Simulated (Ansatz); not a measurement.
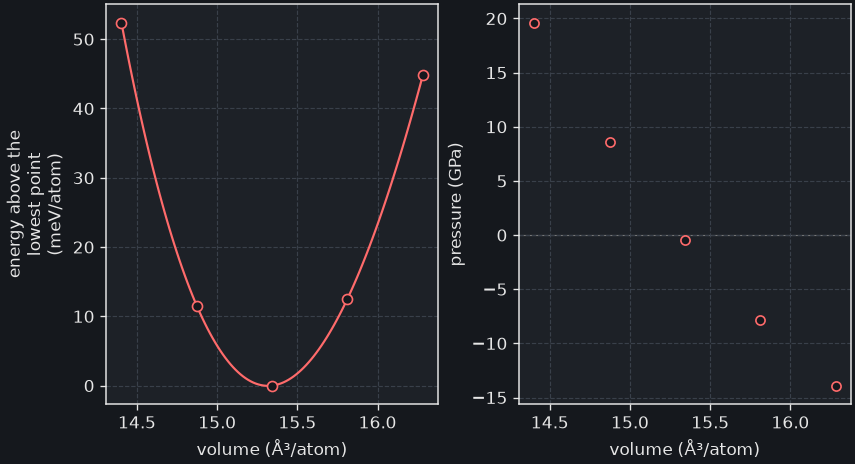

Plotted: energy above the lowest point and pressure against volume for Pt, space group Fm-3m (No. 225) (one of a set of cubic test structures, which need not be the stable phase).

Computed with Ansatz 0.2.0 development build: equation of state of a cubic crystal from periodic Kohn-Sham density functional theory without spin, third-order Birch-Murnaghan fit to the free energies; pressure corrected for the finite basis. Level: r2SCAN.

- structure type: fcc
- atoms in cell: 1
- space group number: 225
- lattice centring: face-centred primitive
- k mesh: 15×15×15
- occupation method: Fermi–Dirac
- occupation width: 0.1 eV
- wave cutoff: 700 eV
- datasets: hard PAW
- density tolerance: 1e−09 eV
- bands: 20
- density cutoff ratio: 4
- search for lower states: default
- xc grid level: 2

**How stiff is the solid, and where is its volume at rest?**

A third-order Birch–Murnaghan fit gives V0 = 15.32 Å³/atom, B0 = 270 GPa and B′ = 5.5.

**What does the pressure do across the range?**

It falls from 19.6 GPa at volume 14.40 Å³/atom to −13.9 GPa at 16.28 Å³/atom, and changes sign near 15.32 Å³/atom.

Caveats: pseudopotentials made with PBE, not this functional.
